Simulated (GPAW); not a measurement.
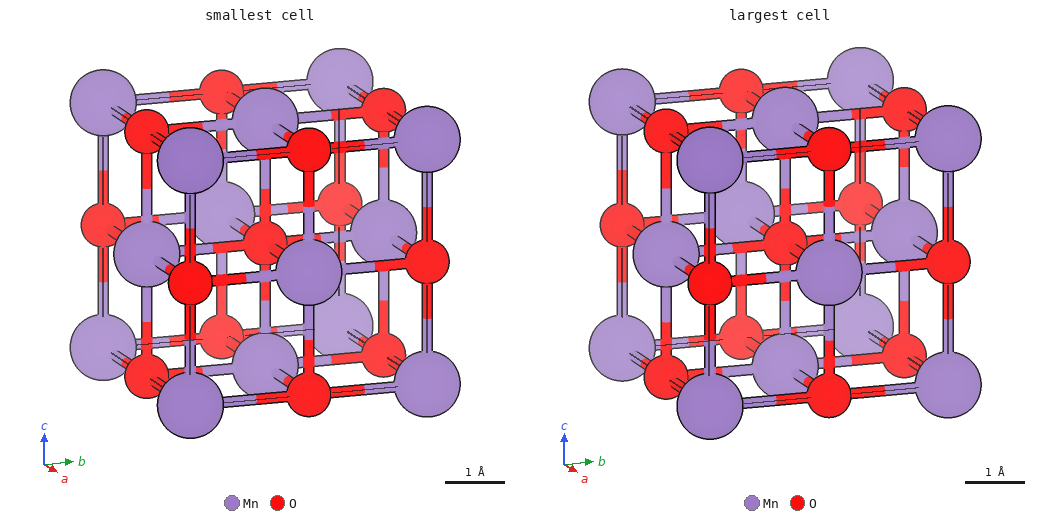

MnO, rock salt (NaCl type), space group Fm-3m (No. 225), relaxed (cell and atoms, zero pressure) with five choices of dispersion term on top of PBEsol; the smallest and the largest of the relaxed conventional cells are drawn to one scale (sticks follow a distance rule). The start was a structure listed in the Materials Project.

Alike in all runs: GPAW 26.7.0; functional PBEsol; potentials PAW data sets generated in the run's folder for this functional; cutoff 800 eV; k mesh 9 × 9 × 9 on the run's cell of 2 atoms; occupations fermi-dirac, width 0.05 eV; collinear spin, ferromagnetic start; no spin-orbit coupling. All runs are metallic.

| level | volume (Å³/atom) | a (Å) | moment (μB/atom) |
| --- | --- | --- | --- |
| D3(BJ) | 10.28 | 4.349 | 2.28 |
| D3 | 10.31 | 4.353 | 2.28 |
| D3(BJ)-ATM | 10.29 | 4.350 | 2.28 |
| D4 | ? | ? | ? |
| none | 10.47 | 4.375 | 2.30 |

Q: What does D4 give?

A: Volume 10.44 Å³/atom; a 4.372 Å; moment 2.30 μB/atom. That is between D3 and none in volume.

Q: Order the levels by the relaxed volume, smallest first.

A: D3(BJ) (10.28 Å³/atom), D3(BJ)-ATM (10.29 Å³/atom), D3 (10.31 Å³/atom), D4 (10.44 Å³/atom), none (10.47 Å³/atom). Rows within a few tenths of a per cent can't be told apart.

Caveat: semilocal functionals without U can turn such compounds, often antiferromagnetic insulators, into metals; each step starts from the last one's moments, so a moment once lost doesn't come back; later steps reuse the first step's grids; a cell with one magnetic atom can't hold antiferromagnetic order, which such compounds often take; pairwise dispersion terms can overbind metals strongly.
